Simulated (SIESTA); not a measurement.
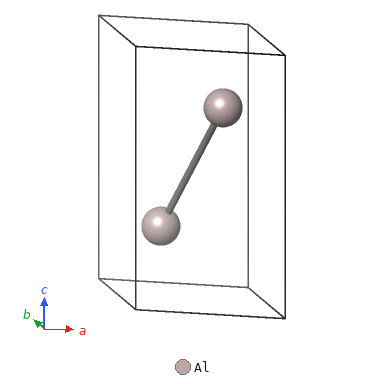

System: Al, space group P6_3/mmc (No. 194). The picture shows the conventional cell.

The given structure:
```
Al
1.0
     2.81246    0.00000    0.00000
    -1.40623    2.43566    0.00000
     0.00000    0.00000    4.86685
Al
2
Direct
  0.33333 0.66667 0.25000
  0.66667 0.33333 0.75000
```

How it was computed, with SIESTA 5.4.2: DFT in numerical atomic orbitals with pseudopotentials, no spin polarisation; energies at scaled volumes of the given cell, shape and fractions fixed, counted from the fit's minimum, third-order Birch-Murnaghan fit. Level: PBEsol.

- k mesh: 11×11×6
- occupations: Fermi–Dirac
- smearing width: 0.05 eV
- potentials: PseudoDojo 0.4 standard, converted to PSML, two zetas on semicore shells
- program settings: basis DZP, mesh cutoff 500 Ry

Predict the energy against volume. The volume takes the values 15.67, 16.00, 16.34, 16.67, 17.00, 17.34, 17.67 Å³/atom.

A third-order Birch–Murnaghan fit gives V0 = 16.38 Å³/atom, B0 = 84.5 GPa and B′ = 5.1. The energy is 8.79 meV/atom at volume 15.67 Å³/atom and 23.09 meV/atom at 17.67 Å³/atom; the lowest computed point is at volume 16.34 Å³/atom (0.02 meV/atom), in a single well.

```tsv
volume (Å³/atom)	energy (meV/atom)
15.67	8.79
16.00	2.35
16.34	0.02
16.67	1.34
17.00	5.87
17.34	13.23
17.67	23.09
```

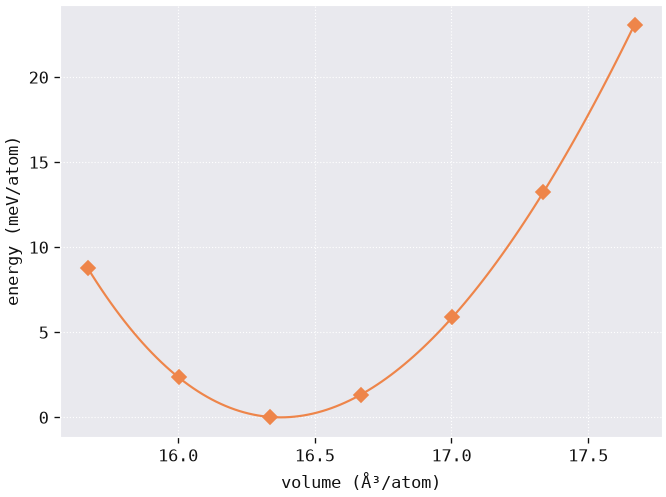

Note: mulliken charges of long orbitals; shape and atomic fractions are frozen while scaling, which makes layered, chain and framework solids too stiff.
